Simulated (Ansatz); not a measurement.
Consider SnO2.

Input

```
crystal:
  lattice:
    - [3.1865262334, 1.8397417786, 4.123577381]
    - [-3.1865262334, 1.8397417786, 4.123577381]
    - [0.0, -3.6794835572, 4.1235773811]
  atoms:
    - { symbol: Sn, position: [0.8646807174, 0.8646807174, 0.8646807174] }
    - { symbol: Sn, position: [0.3648245829, 0.3648245829, 0.8648190111] }
    - { symbol: Sn, position: [0.3648245829, 0.8648190111, 0.3648245829] }
    - { symbol: Sn, position: [0.8648190111, 0.3648245829, 0.3648245829] }
    - { symbol: O, position: [0.1235003534, 0.6233501671, 0.6233501671] }
    - { symbol: O, position: [0.6233501671, 0.1235003534, 0.6233501671] }
    - { symbol: O, position: [0.6233501671, 0.6233501671, 0.1235003534] }
    - { symbol: O, position: [0.6062113146, 0.6062113146, 0.6062113146] }
    - { symbol: O, position: [0.1234715296, 0.1234715296, 0.1234715296] }
    - { symbol: O, position: [0.1060883083, 0.1060883083, 0.6062369573] }
    - { symbol: O, position: [0.1060883083, 0.6062369573, 0.1060883083] }
    - { symbol: O, position: [0.6062369573, 0.1060883083, 0.1060883083] }
basis:
  ecutwfc: 520.0
kpoints:
  mp_grid: { grid: [6, 6, 6] }
hamiltonian:
  xc: pbesol
  pseudopotentials: { kind: paw, azcp: { folder: soft_1 } }
scf:
  occupations: { method: gaussian, width: 0.05 }
output:
  forces: true
  stress: true
  eigenvalues: true
  write_density: true
  write_potential: true
  elf: true
  volumetric_format: npy
```

Command:

```sh
ansatz run input.yaml --threads 2 --pin off --max-ram 4096MiB --backend cpu --events-out ev --progress --plain --runs-dir out
```

Space group R-3m; a point of a scan over the structure, not its minimum; a structure from a database of computed crystals, not necessarily the ambient phase; not relaxed (largest force 1.0 eV/Å); computed pressure about 12 GPa in this cell; PAW files of the earlier set (soft_1).

Theory: DFT PBEsol, scalar-relativistic, plane waves, PAW (Ansatz 0.2.0).

Q: What will maps of the valence pseudo-density and electron localisation function show?

A: Sn–O (2.06 Å): ρ at the midpoint is about 0.66 e/Å³; the ELF peaks at about 0.80 in the valence shell of O, 0.6 Å from its nucleus, and is about 0.30 at the midpoint: no shared electron pair shows on this line.

Q: Does the calculation make it a metal, or give it a gap?

A: It is gapped, with a Kohn–Sham gap of 2.0 eV on the k-point mesh (the band edges may lie off the mesh, which would make the gap smaller).

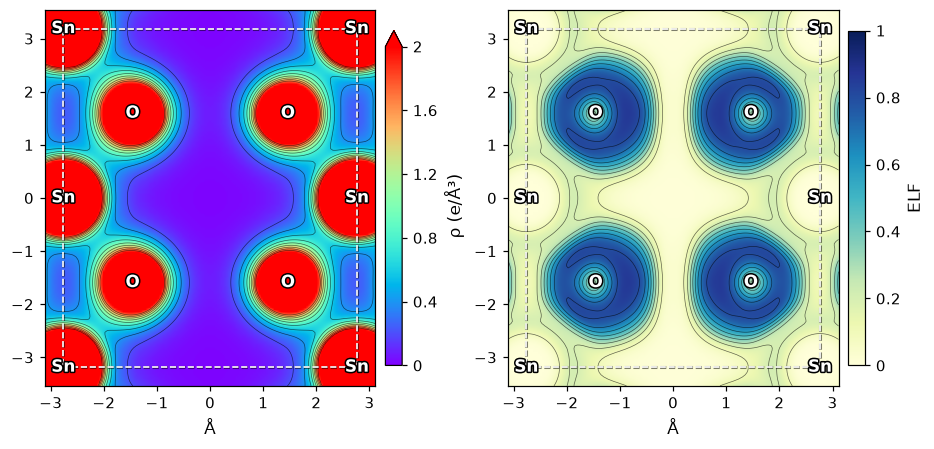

Computed valence pseudo-density and electron localisation function on the (101) plane of the calculation cell, in this order. 
